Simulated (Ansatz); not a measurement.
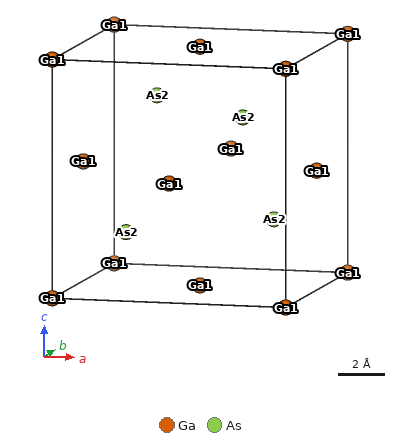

The structure as given in the input (ball-and-stick view of the cell 4 times as large as that of the calculation, set on its symmetry axes, seen slightly off an axis; atoms are numbered from 1 in the order of the input).

# Run report: GaAs, single-point calculation

- system: GaAs (F-43m, 2 atoms in the cell)
- method: DFT, LDA, plane waves, PAW, no spin polarisation (Ansatz 0.2.0)

The structure derives from a Materials Project entry. Some settings of this run were made unusual or wrong on purpose. Figures and captions count atoms from 1; the log counts them from 0 in places.

Input
```yaml
crystal:
  lattice:
    - [0.0, 5.2944282, 5.2944282]
    - [5.2944282, 0.0, 5.2944282]
    - [5.2944282, 5.2944282, 0.0]
  atoms:
    - { symbol: Ga, position: [0.0, 0.0, 0.0] }
    - { symbol: As, position: [0.75, 0.75, 0.75] }
basis:
  ecutwfc: 420
kpoints:
  mp_grid: { grid: [12, 12, 12] }
hamiltonian:
  xc: lda
scf:
  occupations: { method: gaussian, width: 0.02 }
  max_iter: 50
output:
  forces: true
  eigenvalues: true
  stress: true
```

Launch command:
```bash
ansatz run input.yaml --threads 4 --pin off --max-ram 8192MiB --backend cpu --events-out ev --progress --plain --runs-dir out
```

The program's output
```
Engine: ansatz 0.2.0, x86_64-unknown-linux-gnu
Pseudopotentials: kind: paw
Pseudopotential: Ga, paw, valence charge 13, recommended cutoff 420 eV (normal), Ga.paw.azcp
Pseudopotential: As, paw, valence charge 15, recommended cutoff 420 eV (normal), As.paw.azcp
Functional definition: SPW92
  exchange = slater_x
  correlation = pw_c
Crystal: 2 atoms, lattice volume = 296.816 Å³
Basis set: ecut = 420 eV, 5817 PW (Γ)
Bands: 18, of which v1, the nominal top of the filled ones, is band 14 counted from 1 (13 counted from 0)
Symmetry: 24 space group operations
Space group: F-43m (ITA 216), of the structure as read, at distance tolerance 6.7e-5 Å
k-points: 72 of 1728 (time reversal used)
Non-local potential: Ga, projectors of the file, l = 0: 2, l = 1: 2, l = 2: 3, l = 3: 1
Non-local potential: As, projectors of the file, l = 0: 2, l = 1: 2, l = 2: 3, l = 3: 1
PAW form: soft (Blöchl's): semilocal exchange-correlation on the pseudo side does not see the compensation charge
PAW frozen core: Ga, regenerated for the run's functional, and the local potential with it (the file was generated under x = pbe(κ = 0.804, μ = 0.2195149727645171), c = pbe(β = 0.06672455060314922))
PAW frozen core: As, regenerated for the run's functional, and the local potential with it (the file was generated under x = pbe(κ = 0.804, μ = 0.2195149727645171), c = pbe(β = 0.06672455060314922))
PAW one-centre angular grid: Ga, 590 points (default); XC on 64 Gauss nodes
PAW one-centre angular grid: As, 590 points (default); XC on 64 Gauss nodes
Initial density: superposition of atomic densities (neutral atoms: chi_scale 0, normalization atom), corrected by the library's trained network
Initial wavefunctions: pseudopotential atomic-orbital guess
Functional: x = slater, c = lda
SCF iter   1: F=—  HF=-8474.064393 eV  |F-HF|=—  |Δ(HF+E_count)|=         —  Δρ=5.59e-3  dr2=5.18e-1  ethr=1.77e-3  ⟨swp⟩=7.2  Hψ=6368  notcnv=0
preconditioner: auto → LDOS  [metal: Δε(μ)=0.002 eV  Ē_g=3.079 eV  σ=0.020 eV  W_gap=0.07  n_scr=26 (ndim 8)  ℏωp=5.3 eV  f_vac=0.555  D(μ)=19.25/eV (n_scr^D=180)  β→1.0]
SCF iter   2: F=—  HF=-8473.964666 eV  |F-HF|=—  |Δ(HF+E_count)|=   9.97e-2  Δρ=2.90e-3  dr2=6.41e-2  ethr=1.77e-3  ⟨swp⟩=3.0  Hψ=2440  notcnv=0
SCF iter   3: F=—  HF=-8473.990858 eV  |F-HF|=—  |Δ(HF+E_count)|=   2.62e-2  Δρ=3.61e-3  dr2=5.54e-2  ethr=2.29e-4  ⟨swp⟩=3.0  Hψ=2426  notcnv=0
SCF iter   4: F=—  HF=-8473.963040 eV  |F-HF|=—  |Δ(HF+E_count)|=   2.78e-2  Δρ=7.94e-4  dr2=4.42e-3  ethr=1.98e-4  ⟨swp⟩=3.0  Hψ=2444  notcnv=0
SCF iter   5: F=—  HF=-8473.964115 eV  |F-HF|=—  |Δ(HF+E_count)|=   1.08e-3  Δρ=2.32e-4  dr2=5.99e-4  ethr=1.58e-5  ⟨swp⟩=2.0  Hψ=2760  notcnv=0
SCF iter   6: F=—  HF=-8473.964098 eV  |F-HF|=—  |Δ(HF+E_count)|=   1.72e-5  Δρ=8.37e-5  dr2=1.04e-4  ethr=2.14e-6  ⟨swp⟩=2.1  Hψ=1642  notcnv=0
SCF iter   7: F=—  HF=-8473.964083 eV  |F-HF|=—  |Δ(HF+E_count)|=   1.46e-5  Δρ=2.87e-5  dr2=6.91e-6  ethr=3.71e-7  ⟨swp⟩=2.0  Hψ=1672  notcnv=0
SCF iter   8: F=—  HF=-8473.964076 eV  |F-HF|=—  |Δ(HF+E_count)|=   7.47e-6  Δρ=1.19e-5  dr2=1.79e-6  ethr=2.47e-8  ⟨swp⟩=2.0  Hψ=2304  notcnv=0
SCF iter   9: F=-8473.964076 eV  HF=-8473.964076 eV  |F-HF|=3.72e-9  |Δ(HF+E_count)|=   7.22e-8  Δρ=2.18e-6  dr2=5.15e-8  ethr=3.57e-10  ⟨swp⟩=3.7  Hψ=4298  notcnv=0
SCF 1 converged in 9 iterations: F = -8473.964076 eV  dr2 = 5.15e-8
  greatest PAW one-centre occupation: 0.999 electrons in one spin orbital (limit 2), on the As atom at site 1 (counted from 0), in its partial waves of l = 2
```

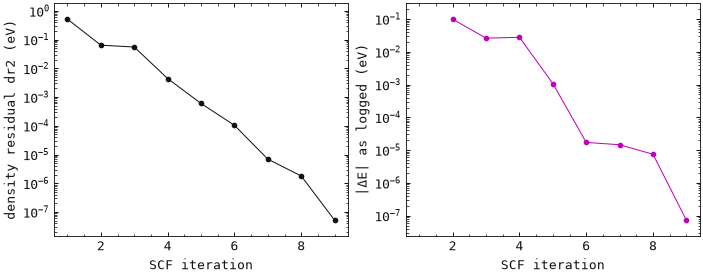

Convergence of the self-consistent field: density residual dr2 and size of the energy change against the SCF iteration. The residual falls at every step.

```
SCF converged after 9 iterations
Free energy (F): -8473.964076 eV
Harris-Foulkes:  -8473.964076 eV  (|F-HF|=3.72e-9)
Internal energy: -8473.961272 eV  (E = F + TS)
E sigma→0 (E₀):  -8473.962674 eV
Entropy (-TS):   -0.002804 eV (-1.402 meV/atom)
Fermi energy:    -2.592783 eV
--- Per-component energies (eV) ---
  E_band       = -616.405037
  E_kinetic    = 209.495847
  E_local      = -6126.084333  (includes V_loc(G=0)·N_el)
  E_nonlocal   = -244.744016
  E_hartree    = 2922.613798
  E_xc         = -139.970054
  E_vxc        = -127.439704  (∫ρ·V_xc dr)
  E_paw        = -3658.146445  (= ΣΔE_a)
  E_vpaw       = -172.847436  (= ΣTr[D̂ρ^β])
  E_aug_tail   = -0.000115  (compensation charges beyond the density's cutoff)
  E_ewald      = -1440.929663
  E_core_change = 3.803710  (= ΣΔE_core)
  E_smearing   = -0.002804  (= −TS)
  E_closure    = -0.000000  (closes the sum)
  Σ components = -8473.964076   (vs F -8473.964076, Δ=0.00e0)
--- Forces (eV/Å), atoms counted from 1 ---
  atom   1  Ga     0.00000000    -0.00000000    -0.00000000
  atom   2  As    -0.00000000     0.00000000     0.00000000
  max |Σ_I F_I| component: 1.85e-17 eV/Å
--- Stress (GPa, compression-positive) ---
       -1.244843       0.000000      -0.000000
        0.000000      -1.244843       0.000000
        0.000000       0.000000      -1.244843
  P = ⅓ Tr σ = -1.2448 GPa (-12.448 kbar)
--- Band table (eV; the first three rows and the last of 72) ---
  k-point 0: bands = ["-37.7514", "-37.7514", "-37.7513", "-37.7513", "-37.7513", "-18.8490", "-18.8490", "-18.8485", "-18.8485", "-18.8485", "-11.6424", "-8.1755", "-2.5670", "-2.5670", "-2.5670", "-1.2554", "-1.2554", "-1.2554"]
  k-point 1: bands = ["-37.7514", "-37.7514", "-37.7513", "-37.7513", "-37.7513", "-18.8490", "-18.8490", "-18.8485", "-18.8485", "-18.8485", "-11.6422", "-8.1761", "-2.5726", "-2.5718", "-2.5718", "-1.2656", "-1.2482", "-1.2482"]
  k-point 2: bands = ["-37.7514", "-37.7514", "-37.7513", "-37.7513", "-37.7513", "-18.8490", "-18.8490", "-18.8485", "-18.8485", "-18.8485", "-11.6415", "-8.1778", "-2.5895", "-2.5849", "-2.5849", "-1.2857", "-1.2288", "-1.2288"]
  k-point 71: bands = ["-37.7514", "-37.7514", "-37.7513", "-37.7513", "-37.7513", "-18.8490", "-18.8490", "-18.8485", "-18.8485", "-18.8485", "-11.6373", "-8.1878", "-2.7541", "-2.7361", "-2.4845", "-1.4416", "-1.1004", "-1.0244"]
```

What the run reported

| quantity | value |
| --- | --- |
| outcome | converged |
| space group (tolerance 0.01 Å) | F-43m (216) |
| electrons treated | 28 |
| free energy | −8473.9641 eV |
| Fermi energy | −2.593 eV |
| gap on the k-point mesh | none (metallic) |
| pressure | −1.24 GPa |
| largest force (length of the vector) | under 0.001 eV/Å |
| hardware | 4 threads of Intel Xeon @ 2.70GHz, 189 GiB of memory available, shared host |
| wall time | 11 s (CPU time 40 s) |
| peak memory | 0.74 GiB |

This input holds a deliberate fault: a lattice typed in bohr (`crystal.lattice`). Numbers in bohr are read as ångström, so the cell is 1.89 times too large and the atoms hardly bond. The program still converged, but the numbers can't be taken as results for the intended system.
